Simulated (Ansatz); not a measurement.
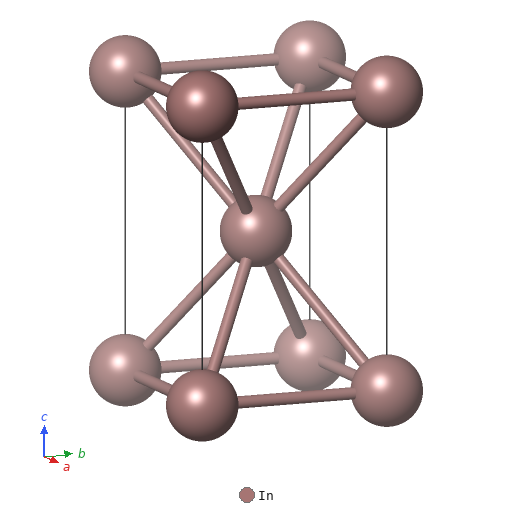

System: In, space group I4/mmm (No. 139). The picture shows the conventional cell.

The given structure:
```yaml
crystal:
  lattice:
    - [-1.62547, 1.62547, 2.47370]
    - [1.62547, -1.62547, 2.47370]
    - [1.62547, 1.62547, -2.47370]
  atoms:
    - { symbol: In, position: [0.00000, 0.00000, 0.00000] }
```

Calculation (Ansatz 0.2.0): plane-wave DFT, no spin polarisation; energies at scaled volumes of the given cell, shape and fractions fixed, counted from the fit's minimum, third-order Birch-Murnaghan fit. Level: PBE.

- k mesh: 11×11×11
- occupations: Fermi–Dirac
- smearing width: 0.05 eV
- potentials: Ansatz PAW
- wave cutoff: 420 eV
- density cutoff: 1680 eV

Describe the result: the energy and pressure against volume. The volume takes the values 24.57, 25.10, 25.62, 26.14, 26.67, 27.19, 27.71 Å³/atom.

A third-order Birch–Murnaghan fit gives V0 = 27.52 Å³/atom, B0 = 34.8 GPa and B′ = 5.2. The energy falls from 43.34 meV/atom at volume 24.57 Å³/atom to 0.14 meV/atom at 27.71 Å³/atom. The pressure falls from 5.30 GPa at volume 24.57 Å³/atom to −0.24 GPa at 27.71 Å³/atom, and changes sign near 27.53 Å³/atom.

```csv
volume (Å³/atom),energy (meV/atom),pressure (GPa)
24.57,43.34,5.30
25.10,28.07,4.08
25.62,16.54,3.00
26.14,8.34,2.04
26.67,3.08,1.19
27.19,0.44,0.44
27.71,0.14,-0.24
```

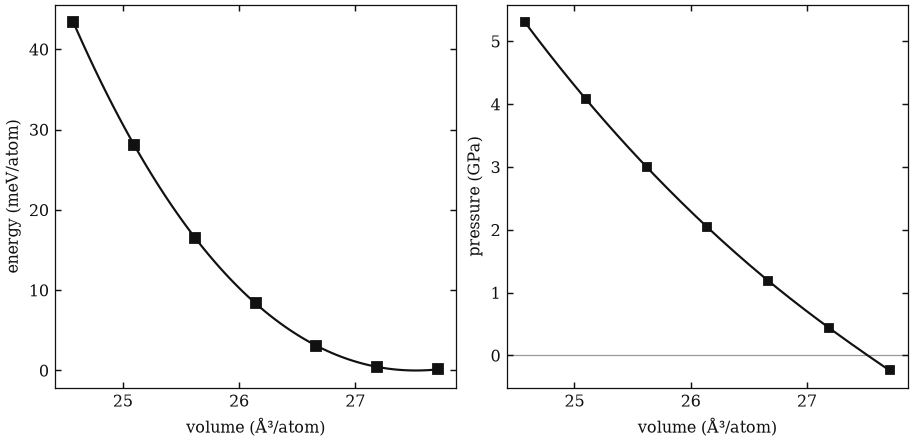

Note: shape and atomic fractions are frozen while scaling, which makes layered, chain and framework solids too stiff.
